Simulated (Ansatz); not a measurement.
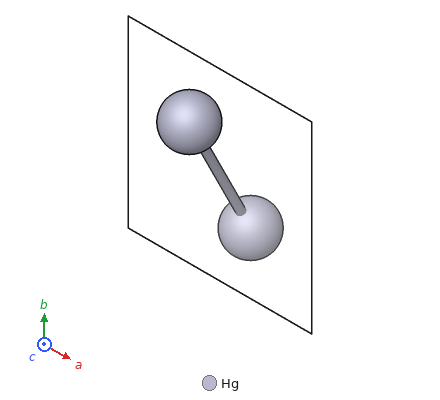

The structure, seen along [001]; the drawing may span several cells.

Structure (in its standard cell), the end point of a relaxation with DFT PBE, scalar-relativistic, plane waves, PAW in Ansatz; the starting structure was generated, so it need not be a known form of this composition:

```
CELL_PARAMETERS angstrom
3.58980 0.00000 0.00000
-1.79490 3.10886 0.00000
0.00000 0.00000 5.59046
ATOMIC_POSITIONS crystal
Hg 0.33333 0.66667 0.75000
Hg 0.66667 0.33333 0.25000
```

What does the kinematic electron diffraction pattern along [001] look like at 300 kV (B = 0.8 Å²)?

The spots form a hexagonal net with both shortest vectors at d = 3.11 Å, 60.0° apart. They are 1 -1 0 and 1 0 0. The pattern has symmetry 6mm. No reflection of this zone is absent.

Strongest reflections with d > 0.96 Å, one of each family (|F|² from tabulated Gaussian fits of the electron scattering factors, times a small damping for the curvature of the Ewald sphere):

| hkl | d (Å) | I (strongest = 100) |
| --- | --- | --- |
| 2 -1 0 | 1.795 | 100 |
| 1 0 0 | 3.109 | 56 |
| 3 0 0 | 1.036 | 26 |
| 2 0 0 | 1.554 | 19 |
| 3 -1 0 | 1.175 | 9 |

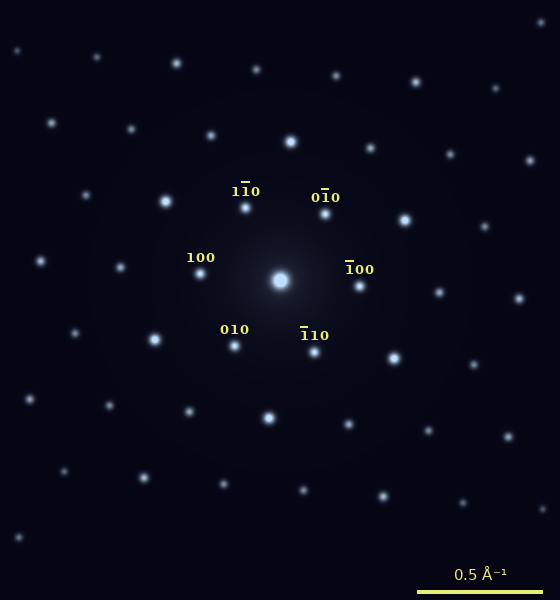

Calculated pattern, seen from the source side with [001] pointing towards the source.
